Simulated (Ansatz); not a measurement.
## Phonon calculation of GaP

System: GaP (2 atoms in the cell).
Method: DFT LDA, scalar-relativistic, plane waves, PAW, no spin polarisation (Ansatz 0.2.0).

The structure derives from an entry of the Crystallography Open Database. It belongs to a series of runs on one base structure; here: zone-centre phonons at 40 GPa.

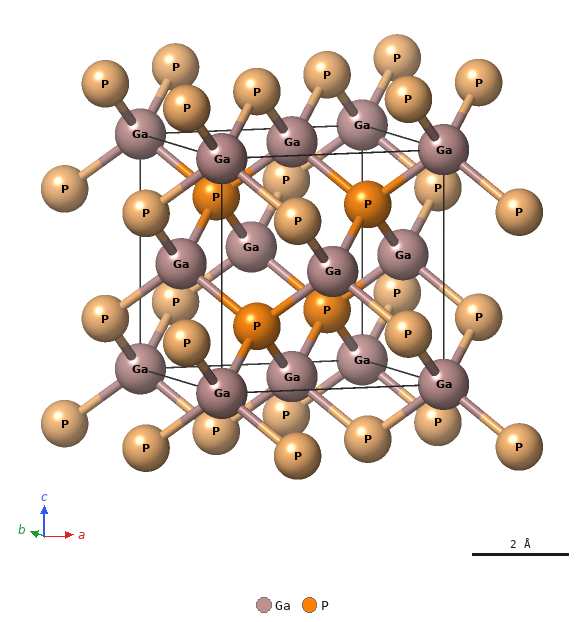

**Figure 1.** The input geometry (ball-and-stick view of the cell 4 times as large as that of the calculation, set on its symmetry axes, seen slightly off an axis; neighbours outside the cell are drawn fainter). Near neighbours in the crystal (not all of them lie inside the picture): Ga has 4 P at 2.14 Å; P has 4 Ga at 2.14 Å.

**Input**
```yaml
crystal:
  lattice:
    - [0.0, 2.4757240818, 2.4757240818]
    - [2.4757240818, 0.0, 2.4757240818]
    - [2.4757240818, 2.4757240818, 0.0]
  atoms:
    - { symbol: Ga, position: [0.0, 0.0, 0.0] }
    - { symbol: P, position: [0.75, 0.75, 0.75] }
basis:
  ecutwfc: 420
kpoints:
  mp_grid: { grid: [10, 10, 10] }
hamiltonian:
  xc: lda
scf:
  occupations: { method: fixed }
output:
  eigenvalues: true
phonons:
  method: dfpt
  dielectric: true
  rigid_motions: translations
  eigenvectors: true
```

Launch command:
```bash
ansatz run input.yaml --threads 1 --pin off --max-ram 3072MiB --backend cpu --events-out ev --progress --plain --runs-dir out
```

**Log**
```
Engine: ansatz 0.2.0, x86_64-unknown-linux-gnu
Pseudopotentials: kind: paw
Pseudopotential: Ga, paw, valence charge 13, recommended cutoff 420 eV (normal), Ga.paw.azcp
Pseudopotential: P, paw, valence charge 5, recommended cutoff 420 eV (normal), P.paw.azcp
Functional definition: SPW92
  exchange = slater_x
  correlation = pw_c
Crystal: 2 atoms, lattice volume = 30.348 Å³
Basis set: ecut = 420 eV, 609 PW (Γ), exchange–correlation on 48×48×48 points (8 copies of the dense FFT grid, shifted against one another)
Bands: 13, of which v1, the nominal top of the filled ones, is band 9 counted from 1 (8 counted from 0)
Symmetry: 24 space group operations
k-points: 171 of 1000 (irreducible under 4 space group operations, time reversal used)
Non-local potential: Ga, projectors of the file, l = 0: 2, l = 1: 2, l = 2: 3, l = 3: 1
Non-local potential: P, projectors of the file, l = 0: 2, l = 1: 2, l = 2: 2
PAW form: soft (Blöchl's): semilocal exchange-correlation on the pseudo side does not see the compensation charge
PAW frozen core: Ga, regenerated for the run's functional, and the local potential with it (the file was generated under x = pbe(κ = 0.804, μ = 0.2195149727645171), c = pbe(β = 0.06672455060314922))
PAW frozen core: P, regenerated for the run's functional, and the local potential with it (the file was generated under x = pbe(κ = 0.804, μ = 0.2195149727645171), c = pbe(β = 0.06672455060314922))
PAW one-centre angular grid: Ga, 590 points (default); XC on 64 Gauss nodes
PAW one-centre angular grid: P, 110 points (default); XC on 64 Gauss nodes
Initial density: superposition of atomic densities (neutral atoms: chi_scale 0, normalization atom), corrected by the library's trained network
Initial wavefunctions: pseudopotential atomic-orbital guess
Functional: x = slater, c = lda
SCF iter   1: F=—  HF=-4432.892075 eV  |F-HF|=—  |Δ(HF+E_count)|=         —  Δρ=7.48e-3  dr2=9.86e-3  ethr=1.77e-3  ⟨swp⟩=4.9  Hψ=11806  notcnv=0  defer=321
preconditioner: auto → none  [insulator: Δε(μ)=0.742 eV  Ē_g=16.935 eV  n_scr=8 (ndim 8)  ℏωp=28.6 eV  f_vac=0.000  ε∞_Penn≈3.9]
SCF iter   2: F=—  HF=-4432.888496 eV  |F-HF|=—  |Δ(HF+E_count)|=   3.58e-3  Δρ=2.81e-3  dr2=1.05e-3  ethr=5.48e-5  ⟨swp⟩=3.4  Hψ=5440  notcnv=0  defer=332
SCF iter   3: F=—  HF=-4432.888199 eV  |F-HF|=—  |Δ(HF+E_count)|=   2.97e-4  Δρ=6.83e-4  dr2=5.08e-5  ethr=5.84e-6  ⟨swp⟩=2.1  Hψ=2694  notcnv=0  defer=335
SCF iter   4: F=—  HF=-4432.888193 eV  |F-HF|=—  |Δ(HF+E_count)|=   6.46e-6  Δρ=1.64e-4  dr2=6.07e-6  ethr=2.82e-7  ⟨swp⟩=2.0  Hψ=4043  notcnv=0  defer=311
SCF iter   5: F=—  HF=-4432.888188 eV  |F-HF|=—  |Δ(HF+E_count)|=   5.18e-6  Δρ=3.71e-5  dr2=2.81e-7  ethr=3.37e-8  ⟨swp⟩=2.0  Hψ=3766  notcnv=0  defer=270
SCF iter   6: F=—  HF=-4432.888188 eV  |F-HF|=—  |Δ(HF+E_count)|=   3.40e-7  Δρ=5.30e-6  dr2=3.05e-9  ethr=1.56e-9  ⟨swp⟩=2.4  Hψ=3015  notcnv=0  defer=256
SCF iter   7: F=—  HF=-4432.888188 eV  |F-HF|=—  |Δ(HF+E_count)|=  3.33e-10  Δρ=1.02e-6  dr2=2.27e-10  ethr=1.69e-11  ⟨swp⟩=2.0  Hψ=3774  notcnv=0  defer=254
SCF iter   8: F=-4432.888188 eV  HF=-4432.888188 eV  |F-HF|=9.09e-13  |Δ(HF+E_count)|=  7.73e-11  Δρ=5.40e-8  dr2=4.95e-13  ethr=1.00e-12  ⟨swp⟩=10.7  Hψ=15210  notcnv=0
SCF 1 converged in 8 iterations: F = -4432.888188 eV  dr2 = 4.95e-13
  greatest PAW one-centre occupation: 0.994 electrons in one spin orbital (limit 2), on the Ga atom at site 0 (counted from 0), in its partial waves of l = 2
NSCF: frozen V_eff on 55 k-points
DFPT response loops at Γ: preconditioner auto → none (the input reference at scf.mixing.eps_inf says where Resta's filter doesn't serve); β = 0.50; Broyden in place of MSR1
── the response to a field inside a basis, on 10×10×10 k-points: an SCF that follows is theirs, and a resumed run solves both again ──
Bands: 10, of which v1, the nominal top of the filled ones, is band 9 counted from 1 (8 counted from 0)
k-points: 110 of 1000 (irreducible under 6 space group operations, time reversal used)
Initial density: handed on by an earlier stage of this run
Initial wavefunctions: pseudopotential atomic-orbital guess (no wavefunctions were taken with the density)
Eigensolver: Dense (110 Hₖ)
SCF iter   1: F=—  HF=-4432.887679 eV  |F-HF|=—  |Δ(HF+E_count)|=         —  Δρ=1.82e-4  dr2=2.77e-6  ethr=1.00e-1
preconditioner: auto → none  [insulator: Δε(μ)=0.953 eV  Ē_g=14.261 eV  n_scr=8 (ndim 8)  ℏωp=28.6 eV  f_vac=0.000  ε∞_Penn≈5.0]
SCF iter   2: F=—  HF=-4432.887679 eV  |F-HF|=—  |Δ(HF+E_count)|=   2.52e-7  Δρ=1.15e-4  dr2=1.32e-6  ethr=1.54e-8
SCF iter   3: F=—  HF=-4432.887679 eV  |F-HF|=—  |Δ(HF+E_count)|=   5.05e-7  Δρ=3.03e-5  dr2=1.86e-7  ethr=7.33e-9
SCF iter   4: F=-4432.887679 eV  HF=-4432.887679 eV  |F-HF|=9.32e-10  |Δ(HF+E_count)|=   2.29e-7  Δρ=4.20e-6  dr2=1.72e-9  ethr=1.03e-9
SCF 1 converged in 4 iterations: F = -4432.887679 eV  dr2 = 1.72e-9
DFPT response loops at Γ: mixed as the last ones told, above
WARN: field response: ε∞ stands inside a basis, on 10×10×10 points; the force constants stand on the 10×10×10 k-mesh, whose period is 13.51 times the interband length at k = (0.0000, 0.0000, 0.0000), direct gap 3.548 eV, under 14: take them and everything formed from them as unconverged, and compare with a denser kpoints.mp_grid
SCF converged after 8 iterations
Free energy (F): -4432.888188 eV
Harris-Foulkes:  -4432.888188 eV  (|F-HF|=9.09e-13)
Internal energy: -4432.888188 eV  (E = F + TS)
E sigma→0 (E₀):  -4432.888188 eV
Fermi energy:    11.102702 eV
--- Per-component energies (eV) ---
  E_band       = -5.749231
  E_kinetic    = 197.667194
  E_local      = -2005.371532  (includes V_loc(G=0)·N_el)
  E_nonlocal   = 462.363300
  E_hartree    = 941.632610
  E_xc         = -135.839417
  E_vxc        = -126.859463  (∫ρ·V_xc dr)
  E_paw        = -2450.240858  (= ΣΔE_a)
  E_vpaw       = -416.813815  (= ΣTr[D̂ρ^β])
  E_aug_tail   = -0.000115  (compensation charges beyond the density's cutoff)
  E_ewald      = -1444.945202
  E_core_change = 1.845831  (= ΣΔE_core)
  E_smearing   = -0.000000  (= −TS)
  E_closure    = 0.000000  (closes the sum)
  Σ components = -4432.888188   (vs F -4432.888188, Δ=0.00e0)
--- Band table (eV; the first three rows and the last of 171) ---
  k-point 0: bands = ["-4.4703", "-4.4703", "-4.4703", "-4.2488", "-4.2488", "-3.9932", "11.1027", "11.1027", "11.1027", "14.6509", "14.6509", "14.6509", "15.1777"]
  k-point 1: bands = ["-4.5204", "-4.4629", "-4.4629", "-4.2492", "-4.2492", "-3.7823", "9.7579", "10.8470", "10.8470", "14.5899", "15.0053", "15.0053", "16.1963"]
  k-point 2: bands = ["-4.5918", "-4.4452", "-4.4452", "-4.2484", "-4.2484", "-3.2323", "7.4621", "10.3383", "10.3383", "14.1798", "15.6108", "15.6108", "18.0261"]
  k-point 170: bands = ["-4.6926", "-4.3852", "-4.3422", "-4.2872", "-4.2314", "0.5329", "3.0974", "5.5723", "6.7392", "15.3367", "16.3038", "17.5560", "18.5950"]
--- Phonons (Γ-DFPT): 2 representative perturbations + reference, on 171 of 1000 k-points (Σ response iterations 6) ---
  k mesh reduced under 4 symmetry operations, with k and −k counted as one. Each operation leaves every solved perturbation unchanged. A smaller set is not considered because the run solves the response to a homogeneous field
  ASR residual: 3.722e-5 → 0.000e0 eV/Å²; symmetrization residual: 9.225e-7 eV/Å²
  ASR residual per site (eV/Å²): 3.72e-5 9.97e-6
  Γ frequencies (cm⁻¹): 0.00 0.00 0.00 493.98 493.98 493.98
  ε∞ (high-frequency dielectric tensor):
       10.003658    -0.000000     0.000000
       -0.000000    10.003658     0.000000
        0.000000     0.000000    10.003658
  ε⁰ (static dielectric tensor: ions relaxed, cell fixed):
       10.822501    -0.000000     0.000000
       -0.000000    10.822501     0.000000
        0.000000     0.000000    10.822501
  ε⁰ − ε∞ (ionic part):
        0.818843     0.000000    -0.000000
        0.000000     0.818843     0.000000
       -0.000000     0.000000     0.818843
  softest optical mode at Γ: 493.98 cm⁻¹; the repairs (sum rule, projections) moved no ω² at Γ by more than (0.44 cm⁻¹)²
  Born effective charges Z* (e; rows j = field, columns β = displacement):
    site 0:
         1.62571    0.00000   -0.00000
        -0.00000    1.62571    0.00000
        -0.00000    0.00000    1.62571
    site 1:
        -1.62571   -0.00000    0.00000
         0.00000   -1.62571   -0.00000
         0.00000   -0.00000   -1.62571
  Z* charge neutrality: 2.238e-5 e pre-enforcement
  solved inside a basis spanned on kpoints, on 10×10×10 k-points, its susceptibility summed on 14×14×14: ε∞ is read to err by 2.8e-2, Z* by 1.4e-2 e (field_mesh: kpoints solves on kpoints); Z* is corrected for what the basis lacks
  optical modes at Γ without the LO–TO term, one row a degenerate level:
      ω (cm⁻¹)  modes    IR ((D/Å)²/amu)
        493.98      3             8.5293
  optical modes at Γ + LO–TO along q̂ = [1.0000, 0.0000, 0.0000]:
      ω (cm⁻¹)  modes    IR ((D/Å)²/amu)
        493.98      2             5.6862
        513.80      1             2.8431
  optical modes at Γ + LO–TO along q̂ = [0.0000, 1.0000, 0.0000]:
      ω (cm⁻¹)  modes    IR ((D/Å)²/amu)
        493.98      2             5.6862
        513.80      1             2.8431
  optical modes at Γ + LO–TO along q̂ = [0.0000, 0.0000, 1.0000]:
      ω (cm⁻¹)  modes    IR ((D/Å)²/amu)
        493.98      2             5.6862
        513.80      1             2.8431
```

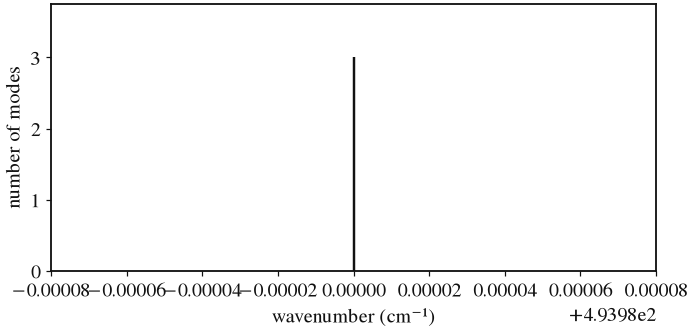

**Figure 2.** Optical phonons at the zone centre (no LO–TO term); neighbouring modes closer than 3 cm⁻¹ are counted in one stick. 3 modes from 494 to 494 cm⁻¹, none imaginary.

**Key numbers**

```json
{"quantity": "outcome", "value": "converged"}
{"quantity": "space group (tolerance 0.01 Å)", "value": "F-43m (216)"}
{"quantity": "electrons treated", "value": "18"}
{"quantity": "free energy", "value": "−4432.8882 eV"}
{"quantity": "Fermi energy", "value": "11.103 eV"}
{"quantity": "gap on the k-point mesh", "value": "0.78 eV"}
{"quantity": "ε∞ (xx, yy, zz)", "value": "10.00, 10.00, 10.00"}
{"quantity": "Born charges (mean of the diagonal)", "value": "Ga1 (1.63 e); P2 (−1.63 e)"}
{"quantity": "hardware", "value": "1 thread of Intel Xeon @ 2.50GHz (Skylake/Cascade Lake), 32 GiB of memory available, shared host"}
{"quantity": "wall time", "value": "59 s"}
{"quantity": "peak memory", "value": "0.62 GiB"}
```

**Remarks**

Warnings of the run: the k-point mesh is coarse for the field response.
